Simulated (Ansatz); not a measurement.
Ta8HN8 (cell with a defect)

The calculation's input:

```
crystal:
  lattice:
    - [0.0, 0.0, -5.7955432031]
    - [5.9003693593, 0.0, 0.0]
    - [-2.9501846797, -5.1098697569, 0.0]
  atoms:
    - { symbol: Ta, position: [0.25, 0.8333333333, 0.1666666667] }
    - { symbol: Ta, position: [0.75, 0.8333333333, 0.1666666667] }
    - { symbol: Ta, position: [0.25, 0.3333333333, 0.1666666667] }
    - { symbol: Ta, position: [0.75, 0.3333333333, 0.1666666667] }
    - { symbol: Ta, position: [0.25, 0.8333333333, 0.6666666667] }
    - { symbol: Ta, position: [0.75, 0.8333333333, 0.6666666667] }
    - { symbol: Ta, position: [0.25, 0.3333333333, 0.6666666667] }
    - { symbol: Ta, position: [0.75, 0.3333333333, 0.6666666667] }
    - { symbol: "N", position: [0.5, 0.5, 0.0] }
    - { symbol: "N", position: [0.0, 0.5, 0.0] }
    - { symbol: "N", position: [0.5, 0.0, 0.0] }
    - { symbol: "N", position: [0.0, 0.0, 0.0] }
    - { symbol: "N", position: [0.5, 0.5, 0.5] }
    - { symbol: "N", position: [0.0, 0.5, 0.5] }
    - { symbol: "N", position: [0.5, 0.0, 0.5] }
    - { symbol: "N", position: [0.0, 0.0, 0.5] }
    - { symbol: H, position: [0.8969187253, 0.1488494035, 0.8459873213] }
basis:
  ecutwfc: 420
  xc_grid: 2
kpoints:
  mp_grid: { grid: [4, 5, 5], shift: [0.5, 0.0, 0.0] }
hamiltonian:
  xc: pbe
scf:
  occupations: { method: gaussian, width: 0.1 }
output:
  forces: true
  stress: false
  eigenvalues: true
  write_density: true
  write_potential: true
  elf: true
  volumetric_format: npy
relax:
  adjacent_minimum: "off"
  f_tol: 0.02
  max_steps: 60
```

Launched as:

```sh
ansatz run input.yaml --threads 4 --pin off --max-ram 10240MiB --backend cpu --events-out ev --progress --plain --runs-dir out
```

The fields are those of the run's last geometry, not of the input's.

Computed without spin polarisation.

All numbers below come from DFT PBE, scalar-relativistic, plane waves, PAW (Ansatz 0.2.0).

**What will maps of the valence pseudo-density and electron localisation function show?**

Ta–H (1.75 Å): ρ is about 1.2 e/Å³ halfway; the ELF climbs to about 1 towards the hydrogen.
Ta–N (2.19 Å): the density is about 0.59 e/Å³ at the midpoint; the ELF peaks at about 0.80 in the valence shell of N, 0.7 Å from its nucleus, and is about 0.20 at the midpoint (no shared electron pair shows on this line).
Ta–N (2.21 Å): the density is about 0.56 e/Å³ at the midpoint; the ELF peaks at about 0.80 in the valence shell of N, 0.7 Å from its nucleus, and is about 0.20 at the midpoint: no shared electron pair shows on this line.
Ta–N (2.24 Å): ρ at the midpoint is about 0.52 e/Å³; the ELF peaks at about 0.80 in the valence shell of N, 0.7 Å from its nucleus, and is about 0.20 at the midpoint (no shared electron pair shows on this line).
The ELF has a maximum of about 0.80 in the space between the atoms, on no atom or two-centre bond.

**Does the calculation make it a metal, or give it a gap?**

It is metallic or semimetallic at this level of theory: no gap opens.

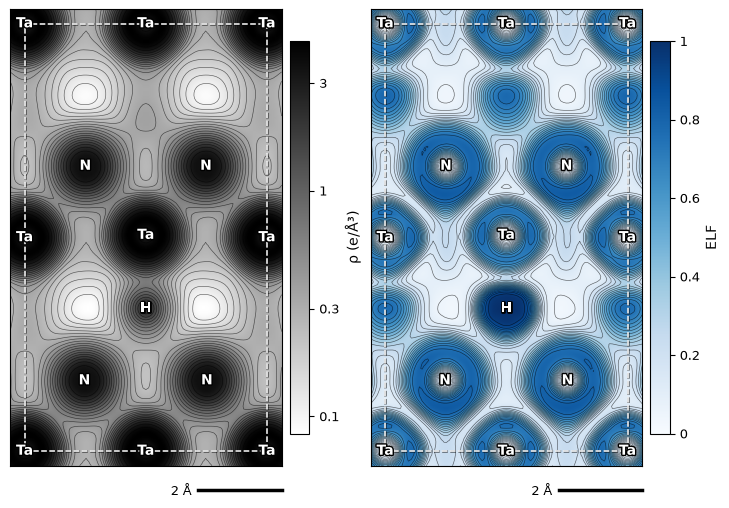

Computed valence pseudo-density and electron localisation function on the (011) plane of the calculation cell, in this order. 

Core electrons are frozen (PAW), and the valence fields are smoothed inside the atomic spheres.
